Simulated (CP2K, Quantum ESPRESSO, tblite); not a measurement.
**Other levels on (13,0) blue phosphorene nanotube (52 atoms)**

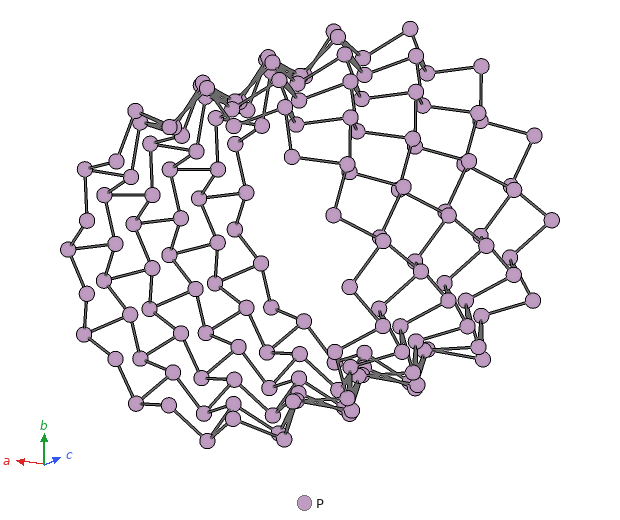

The cell (phosphorus pink). 1×1×3 cells are drawn.

The cell holds 52 atoms: 52 P. Cell: a = 23.813 Å, b = 23.705 Å, c = 5.681 Å, α = 90.0°, β = 90.0°, γ = 90.0°. It derives from P (blue phosphorene). Blue phosphorene sheet (a = 3.28 Å) rolled into a (13,0) tube of diameter 13.57 Å, 1 period, 9 Å of vacuum; not relaxed, displaced by a Gaussian of 0.02 Å. Then every atom was moved at random, 0.02 Å r.m.s. a Cartesian component. Vacuum lies along a and b. The structure repeats along c.

Geometry: as built.

The reference, a calculation:

```
method                                           : Kohn-Sham DFT, PBE, SSSP efficiency 1.3.0 pseudopotentials, plane waves (Quantum ESPRESSO 7.5); sssp-pbe-1.3.0-efficiency, cutoffs 45/360 Ry, Γ point
r.m.s. force component                           : 0.611 eV/Å
longest force                                    : 2.244 eV/Å
gap (highest filled to lowest empty level) : 1.706 eV
time                                             : 8.4 min on 2 MPI ranks of Arm Neoverse V2, shared host
CPU time                                         : 17 min
```

Runs, in no order:
A. CP2K PBE, TZV2P-UZH, 350/50 Ry, diagonalisation: Kohn-Sham DFT, PBE, GTH-PBE pseudopotentials, Gaussian and plane waves, TZV2P-MOLOPT (UZH set), diagonalisation
B. CP2K TPSS, PBE potentials, DZVP-MOLOPT-SR, 350/50 Ry, diagonalisation: Kohn-Sham DFT, TPSS, GTH-PBE pseudopotentials, Gaussian and plane waves, DZVP-MOLOPT-SR-GTH, diagonalisation
C. CP2K PBE, TZV2P-MOLOPT, 350/50 Ry, diagonalisation: Kohn-Sham DFT, PBE, GTH-PBE pseudopotentials, Gaussian and plane waves, TZV2P-MOLOPT-GTH, diagonalisation
D. tblite GFN2-xTB: GFN2-xTB tight binding, diagonalisation
E. CP2K PBE, DZVP-MOLOPT-SR, 122/50 Ry, diagonalisation: Kohn-Sham DFT, PBE, GTH-PBE pseudopotentials, Gaussian and plane waves, DZVP-MOLOPT-SR-GTH, diagonalisation

**Question.** Rank the runs by how far their forces lie from the reference's, least first.

C, A, E, B, D.

| run | Δ force, r.m.s. (meV/Å) | share of r.m.s. force (%) | CPU time |
| --- | --- | --- | --- |
| C. CP2K PBE, TZV2P-MOLOPT, 350/50 Ry, diagonalisation | 9.82 | 1.61 | 1.8 min |
| A. CP2K PBE, TZV2P-UZH, 350/50 Ry, diagonalisation | 21.9 | 3.59 | 2.6 min |
| E. CP2K PBE, DZVP-MOLOPT-SR, 122/50 Ry, diagonalisation | 70.7 | 11.6 | 31 s |
| B. CP2K TPSS, PBE potentials, DZVP-MOLOPT-SR, 350/50 Ry, diagonalisation | 121 | 19.8 | 2.3 min |
| D. tblite GFN2-xTB | 623 | 102 | 2 s |

Periodic xTB results under one method name differ between programs and library versions. The electronic-structure runs sample only Γ, in a cell whose periodic width is 6 Å.

[Logs are printed without paths, hosts, clocks, repeated set-up lines and the standing remarks that a program may print on its own settings, such as how far it seeks lower states.]

[Hosts, paths, dates, database ids (printed as entryN), source tags and the programs' standing remarks are cut or masked in the printed files.]
